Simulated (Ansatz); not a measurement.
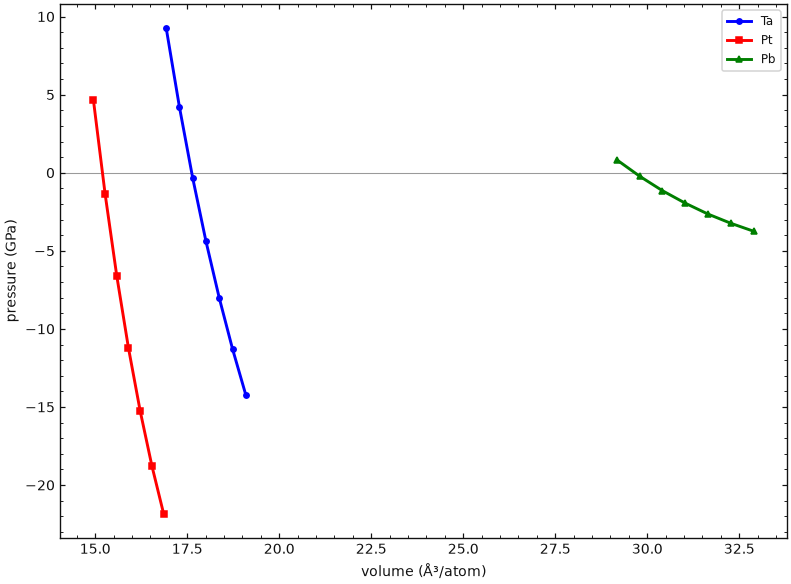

The picture above shows the pressure against volume, with one curve for each element, for Pb, Pt and Ta (all in space group Im-3m (No. 229)).

Computed with Ansatz 0.2.0: all-electron LAPW DFT, no spin polarisation; energies at scaled volumes of the given cell, shape and fractions fixed, counted from the fit's minimum, third-order Birch-Murnaghan fit. Level: PBEsol.

occupations Fermi–Dirac; smearing width 0.05 eV; potentials all electron LAPW, scalar relativistic.

Settings that differ: Ta: k mesh 11×11×11; Pt: k mesh 12×12×12; Pb: k mesh 9×9×9.

**Order the curves by fitted equilibrium volume, smallest first.**

Pt 15.193, Ta 17.621, Pb 29.653 Å³/atom.

**Order the curves by fitted bulk modulus, smallest first.**

Pb 48.9, Ta 211.3, Pt 277.8 GPa.

**For Ta: read off the course of the pressure.**

It falls from 9.25 GPa at volume 16.93 Å³/atom to −14.22 GPa at 19.09 Å³/atom, and changes sign near 17.62 Å³/atom.

**For Pt: read off the course of the pressure.**

It falls from 4.68 GPa at volume 14.95 Å³/atom to −21.83 GPa at 16.86 Å³/atom, and changes sign near 15.20 Å³/atom.

Keep in mind: spin-orbit coupling left out, heavy elements (Pt, Pb).
